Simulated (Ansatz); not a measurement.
**Run report: Si8NO15 (charge −1), field-gradient calculation (part 2 of 2)**

The same run, continued: Si8NO15 (defect cell, 24 atoms in the cell, total charge −1); DFT, PBE, plane waves, PAW, no spin polarisation (Ansatz 0.2.0); cutoff 420 eV, 4×2×3 k-mesh, Fermi–Dirac smearing of 0.01 eV. The structure derives from an entry of the Crystallography Open Database.

Geometry of the input (Å; fractional positions):
```
-5.1085  3.9790  2.4783
10.2170  -7.9579  4.9565
5.1085  3.9790  -2.4783
Si 0.8566  0.3009  0.4584
Si 0.8566  0.8009  0.4584
Si 0.1434  0.1991  0.5416
Si 0.1434  0.6991  0.5416
Si 0.8566  0.4491  0.7548
Si 0.8566  0.9491  0.7548
Si 0.1434  0.0509  0.2452
Si 0.1434  0.5509  0.2452
O  0.8754  0.3821  0.2699
O  0.8754  0.8821  0.2699
O  0.4942  0.3027  0.7301
O  0.4942  0.8027  0.7301
O  0.8754  0.0527  0.6113
O  0.8754  0.5527  0.6113
O  0.4942  0.1321  0.3887
O  0.4942  0.6321  0.3887
N  0.9661  0.3958  0.6745
O  0.9661  0.8958  0.6745
O  0.1170  0.1458  0.3255
O  0.1170  0.6458  0.3255
O  0.0943  0.2972  0.5000
O  0.0943  0.7972  0.5000
O  0.0943  0.0472  0.0000
O  0.0943  0.5472  -0.0000
```

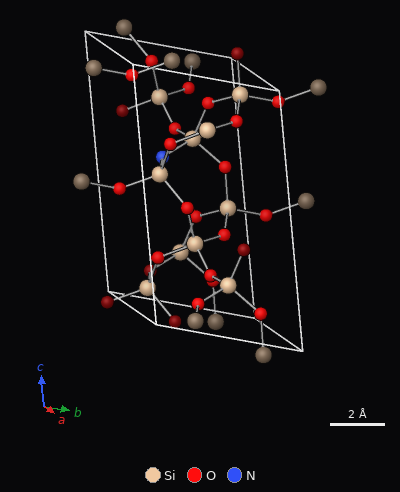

Figure 1. The structure (ball-and-stick view of the reduced cell, seen slightly off an axis; neighbours outside the cell are drawn fainter).

**Output, continued**
```
--- PAW observables at the nuclei: V_zz in 10²¹ V/m², potentials from the cell's mean, atoms counted from 1 ---
  atom   1  Si V_zz =    -4.146705   η = 0.0250   by run symmetry: allowed
            electrostatic potential = -1354.221417 V   contact ρ = 12802.682415 e/Å³
  atom   2  Si V_zz =    +0.751204   η = 0.4826   by run symmetry: allowed
            electrostatic potential = -1351.710739 V   contact ρ = 12801.656236 e/Å³
  atom   3  Si V_zz =    +0.940228   η = 0.8776   by run symmetry: allowed
            electrostatic potential = -1352.363582 V   contact ρ = 12801.731847 e/Å³
  atom   4  Si V_zz =    +0.904458   η = 0.0789   by run symmetry: allowed
            electrostatic potential = -1352.010427 V   contact ρ = 12801.663065 e/Å³
  atom   5  Si V_zz =    -4.136555   η = 0.0762   by run symmetry: allowed
            electrostatic potential = -1354.210393 V   contact ρ = 12802.654485 e/Å³
  atom   6  Si V_zz =    +0.719769   η = 0.6401   by run symmetry: allowed
            electrostatic potential = -1351.719993 V   contact ρ = 12801.698869 e/Å³
  atom   7  Si V_zz =    +0.809426   η = 0.2988   by run symmetry: allowed
            electrostatic potential = -1351.994176 V   contact ρ = 12801.727196 e/Å³
  atom   8  Si V_zz =    +0.995240   η = 0.7058   by run symmetry: allowed
            electrostatic potential = -1352.377207 V   contact ρ = 12801.667201 e/Å³
  atom   9  O  V_zz =    +9.060305   η = 0.3352   by run symmetry: allowed   C_q = -5.6040 MHz
            electrostatic potential = -617.241416 V   contact ρ = 2154.048605 e/Å³
  atom  10  O  V_zz =    +8.762924   η = 0.3037   by run symmetry: allowed   C_q = -5.4201 MHz
            electrostatic potential = -616.062563 V   contact ρ = 2154.113359 e/Å³
  atom  11  O  V_zz =    +8.709468   η = 0.4138   by run symmetry: allowed   C_q = -5.3870 MHz
            electrostatic potential = -617.178339 V   contact ρ = 2154.224212 e/Å³
  atom  12  O  V_zz =    +8.710605   η = 0.3549   by run symmetry: allowed   C_q = -5.3877 MHz
            electrostatic potential = -616.146890 V   contact ρ = 2154.216686 e/Å³
  atom  13  O  V_zz =    +8.657920   η = 0.3278   by run symmetry: allowed   C_q = -5.3551 MHz
            electrostatic potential = -616.216501 V   contact ρ = 2154.146647 e/Å³
  atom  14  O  V_zz =    +9.110951   η = 0.3059   by run symmetry: allowed   C_q = -5.6353 MHz
            electrostatic potential = -617.070121 V   contact ρ = 2154.083604 e/Å³
  atom  15  O  V_zz =    +8.601628   η = 0.3981   by run symmetry: allowed   C_q = -5.3203 MHz
            electrostatic potential = -616.965436 V   contact ρ = 2154.278024 e/Å³
  atom  16  O  V_zz =    +8.774021   η = 0.3685   by run symmetry: allowed   C_q = -5.4269 MHz
            electrostatic potential = -616.345448 V   contact ρ = 2154.224696 e/Å³
  atom  17  N  V_zz =    +2.637773   η = 0.2389   by run symmetry: allowed   C_q = +1.3037 MHz
            electrostatic potential = -512.551536 V   contact ρ = 1412.435977 e/Å³
  atom  18  O  V_zz =    +8.948395   η = 0.2830   by run symmetry: allowed   C_q = -5.5348 MHz
            electrostatic potential = -615.978408 V   contact ρ = 2153.937534 e/Å³
  atom  19  O  V_zz =    +8.825156   η = 0.2907   by run symmetry: allowed   C_q = -5.4585 MHz
            electrostatic potential = -616.386637 V   contact ρ = 2153.998377 e/Å³
  atom  20  O  V_zz =    +8.870407   η = 0.2115   by run symmetry: allowed   C_q = -5.4865 MHz
            electrostatic potential = -616.395339 V   contact ρ = 2153.920170 e/Å³
  atom  21  O  V_zz =    +8.919172   η = 0.3019   by run symmetry: allowed   C_q = -5.5167 MHz
            electrostatic potential = -617.130350 V   contact ρ = 2153.851643 e/Å³
  atom  22  O  V_zz =    +9.557013   η = 0.1231   by run symmetry: allowed   C_q = -5.9112 MHz
            electrostatic potential = -616.040120 V   contact ρ = 2153.443378 e/Å³
  atom  23  O  V_zz =    +9.363015   η = 0.1759   by run symmetry: allowed   C_q = -5.7912 MHz
            electrostatic potential = -616.055307 V   contact ρ = 2153.613771 e/Å³
  atom  24  O  V_zz =    +9.116276   η = 0.2479   by run symmetry: allowed   C_q = -5.6386 MHz
            electrostatic potential = -617.111988 V   contact ρ = 2153.686342 e/Å³
--- Band table (eV; the first three rows and the last of 14) ---
  k-point 0: bands = ["-19.6855", "-18.9988", "-18.7178", "-18.5946", "-18.3369", "-18.2467", "-17.8524", "-17.7735", "-17.6867", "-17.6329", "-17.6205", "-17.1526", "-17.1042", "-16.9341", "-16.7820", "-10.4441", "-8.3983", "-8.3487", "-7.8699", "-7.6852", "-6.9177", "-6.3279", "-6.1949", "-5.7747", "-5.6719", "-5.4494", "-5.3094", "-5.2174", "-4.8352", "-4.6711", "-4.4320", "-3.8539", "-3.5443", "-3.0995", "-3.0528", "-2.8350", "-2.7896", "-2.7009", "-2.5131", "-2.3906", "-2.3599", "-2.1692", "-2.1376", "-2.0303", "-1.8760", "-1.7543", "-1.6834", "-1.5923", "-1.5419", "-1.4441", "-1.3359", "-1.2565", "-1.1727", "-1.0524", "-0.9588", "-0.7370", "-0.6560", "-0.5561", "-0.4730", "-0.4505", "-0.2287", "0.1913", "2.7862", "3.0067", "5.5867", "7.9357", "8.0930", "8.6695", "8.8140", "9.0361", "9.0759", "9.1902", "9.3019", "9.3922", "9.4503", "9.5408", "9.5465", "9.6954", "9.8455", "10.2269", "10.3097", "10.5343", "10.7075", "10.8937", "11.0570", "11.1028", "11.1281", "11.3068"]
  k-point 1: bands = ["-19.5949", "-19.1010", "-18.8296", "-18.5876", "-18.3810", "-18.0799", "-17.8710", "-17.7674", "-17.7042", "-17.6331", "-17.6214", "-17.1710", "-17.0314", "-16.9166", "-16.8145", "-10.4152", "-8.8437", "-8.2706", "-7.8537", "-7.3541", "-6.8972", "-6.3335", "-6.0559", "-5.8342", "-5.5750", "-5.4683", "-5.3779", "-5.1241", "-4.8666", "-4.7259", "-4.5159", "-3.8375", "-3.5459", "-3.1011", "-2.9976", "-2.8820", "-2.7471", "-2.6876", "-2.5571", "-2.5351", "-2.3253", "-2.2775", "-2.0605", "-1.9888", "-1.9372", "-1.8295", "-1.6931", "-1.6441", "-1.5610", "-1.5232", "-1.3667", "-1.1702", "-1.0910", "-1.0189", "-0.8328", "-0.7206", "-0.6723", "-0.6214", "-0.5076", "-0.3893", "-0.2405", "0.2019", "2.7843", "3.0048", "6.2159", "7.5787", "8.0299", "8.5123", "8.6626", "8.8322", "8.9058", "9.0282", "9.1988", "9.3509", "9.5216", "9.6191", "9.7190", "9.8342", "9.9890", "10.1612", "10.3875", "10.5341", "10.5950", "10.6675", "10.8048", "11.1211", "11.3254", "11.4792"]
  k-point 2: bands = ["-19.6678", "-19.0859", "-18.7114", "-18.4617", "-18.3347", "-18.3094", "-17.8508", "-17.7723", "-17.7012", "-17.6415", "-17.6007", "-17.1506", "-17.1072", "-16.9433", "-16.7828", "-10.4424", "-8.4266", "-8.3503", "-7.8302", "-7.4688", "-7.1242", "-6.6382", "-5.8824", "-5.7373", "-5.6443", "-5.4563", "-5.3259", "-5.3039", "-4.9180", "-4.6415", "-4.4046", "-3.8614", "-3.5107", "-3.0733", "-3.0546", "-2.8776", "-2.7093", "-2.6091", "-2.5879", "-2.4593", "-2.3262", "-2.1711", "-2.0819", "-1.9315", "-1.9287", "-1.8161", "-1.6963", "-1.5732", "-1.5443", "-1.4494", "-1.3563", "-1.2823", "-1.1419", "-0.9672", "-0.9440", "-0.8686", "-0.6641", "-0.5752", "-0.4513", "-0.4188", "-0.2625", "0.1684", "2.7849", "3.0001", "6.0711", "6.7357", "8.6731", "8.7520", "8.8405", "8.9944", "9.0808", "9.2022", "9.2676", "9.3631", "9.4485", "9.5620", "9.6883", "9.8662", "9.9673", "10.2262", "10.3409", "10.4251", "10.6582", "10.7813", "10.9121", "11.1410", "11.2497", "11.3177"]
  k-point 13: bands = ["-19.4519", "-19.2053", "-18.8648", "-18.7254", "-18.4355", "-17.9173", "-17.8507", "-17.7749", "-17.6956", "-17.6625", "-17.5918", "-17.1321", "-17.0489", "-16.9363", "-16.7929", "-10.3777", "-9.1424", "-8.4078", "-7.4896", "-7.1183", "-6.8140", "-6.5205", "-6.0860", "-5.8665", "-5.7340", "-5.4651", "-5.3423", "-4.9944", "-4.8029", "-4.7208", "-4.5806", "-3.8022", "-3.6150", "-3.1202", "-3.0760", "-2.8335", "-2.6926", "-2.6341", "-2.5545", "-2.5013", "-2.4148", "-2.2250", "-2.0992", "-2.0112", "-1.9565", "-1.8431", "-1.7377", "-1.6458", "-1.5895", "-1.4343", "-1.3997", "-1.2190", "-1.0873", "-0.9726", "-0.8994", "-0.7761", "-0.7011", "-0.5523", "-0.5094", "-0.3634", "-0.2868", "0.2474", "2.8045", "3.0041", "6.9053", "7.6454", "7.7827", "8.1926", "8.4803", "8.6714", "8.8885", "9.0346", "9.2566", "9.3785", "9.4348", "9.5743", "9.7716", "9.9316", "10.1388", "10.3796", "10.4036", "10.6509", "10.8181", "10.8303", "10.9605", "11.0849", "11.2482", "11.5099"]
--- Löwdin populations: 24 sites ---
  site symbol       q [e]
     0     Si      2.3571
     1     Si      2.2094
     2     Si      2.2231
     3     Si      2.2128
     4     Si      2.3534
     5     Si      2.2129
     6     Si      2.2191
     7     Si      2.2165
     8      O      6.8153
     9      O      6.8020
    10      O      6.8104
    11      O      6.7963
    12      O      6.8022
    13      O      6.8134
    14      O      6.8118
    15      O      6.7933
    16      N      6.1281
    17      O      6.8025
    18      O      6.8034
    19      O      6.8086
    20      O      6.7952
    21      O      6.7944
    22      O      6.7883
    23      O      6.8014
  spilling = 0.014292 (of n_electrons = 128.000000)
```

**File populations.tsv**
```
# site	symbol	l	j	q
# orbitals = lowdin
# n_electrons = 128.000000
# spilling = 0.014292
0	Si	0_3S	-	0.719066
0	Si	1_3P	-	1.638043
1	Si	0_3S	-	0.695853
1	Si	1_3P	-	1.513549
2	Si	0_3S	-	0.697998
2	Si	1_3P	-	1.525118
3	Si	0_3S	-	0.695899
3	Si	1_3P	-	1.516888
4	Si	0_3S	-	0.718312
4	Si	1_3P	-	1.635056
5	Si	0_3S	-	0.696698
5	Si	1_3P	-	1.516165
6	Si	0_3S	-	0.697830
6	Si	1_3P	-	1.521280
7	Si	0_3S	-	0.695985
7	Si	1_3P	-	1.520500
8	O	0_2S	-	1.617207
8	O	1_2P	-	5.198117
9	O	0_2S	-	1.615632
9	O	1_2P	-	5.186326
10	O	0_2S	-	1.619396
10	O	1_2P	-	5.190955
11	O	0_2S	-	1.616770
11	O	1_2P	-	5.179506
12	O	0_2S	-	1.616309
12	O	1_2P	-	5.185899
13	O	0_2S	-	1.617369
13	O	1_2P	-	5.195982
14	O	0_2S	-	1.620403
14	O	1_2P	-	5.191377
15	O	0_2S	-	1.616516
15	O	1_2P	-	5.176757
16	N	0_2S	-	1.410909
16	N	1_2P	-	4.717187
17	O	0_2S	-	1.613190
17	O	1_2P	-	5.189320
18	O	0_2S	-	1.614343
18	O	1_2P	-	5.189052
19	O	0_2S	-	1.613587
19	O	1_2P	-	5.194997
20	O	0_2S	-	1.603762
20	O	1_2P	-	5.191477
21	O	0_2S	-	1.595896
21	O	1_2P	-	5.198469
22	O	0_2S	-	1.598294
22	O	1_2P	-	5.189982
23	O	0_2S	-	1.601392
23	O	1_2P	-	5.199980
```

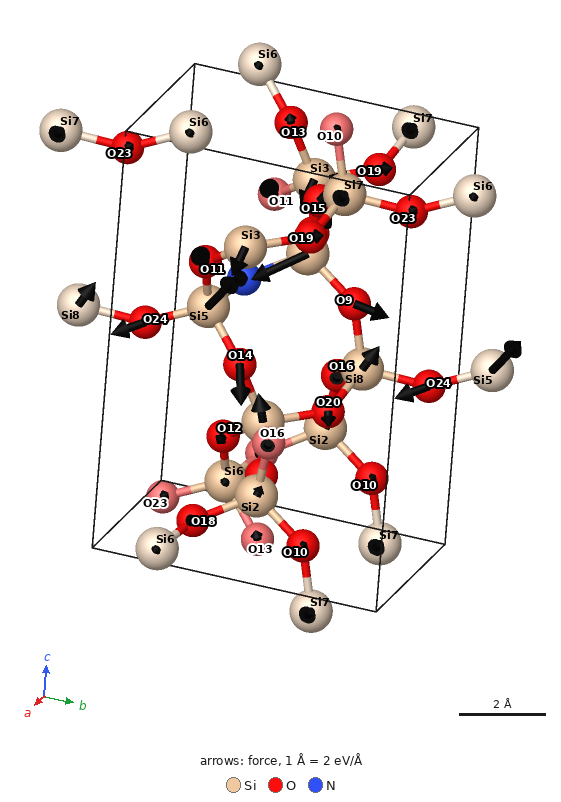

Figure 2. Forces on the atoms as black arrows (ball-and-stick view of the reduced cell, seen slightly off an axis; neighbours outside the cell are drawn fainter; atoms are numbered from 1 in the order of the input). The largest act on Si1 (2.96 eV/Å); Si5 (2.90 eV/Å); O14 (2.17 eV/Å); O15 (2.11 eV/Å), among others. The geometry is not a stationary point of this energy.

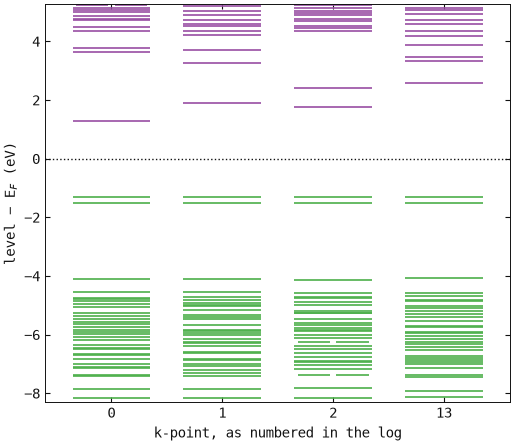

Figure 3. Kohn–Sham levels near the Fermi level (dotted) at the few k-points that the log prints; levels within 0.02 eV of each other stand side by side. Among these points the highest filled and lowest empty levels are 2.58 eV apart, which is the gap on the mesh.

**Summary**

- outcome: converged
- electrons treated: 128
- free energy: −14003.6705 eV
- Fermi energy: 4.311 eV
- gap on the k-point mesh: 2.58 eV
- pressure: 3.79 GPa
- field gradient V_zz (10²¹ V/m²): Si −4.15, Si 0.75, Si 0.94, Si 0.90, Si −4.14, Si 0.72, Si 0.81, Si 1.00 (the first 8 of 24 sites)
- largest force (length of the vector): 2.957 eV/Å
- wall time: 3.8 min
- peak memory: 1.2 GiB

**Notes**

Settings chosen away from the usual ones: scf.algorithm = "direct_min".
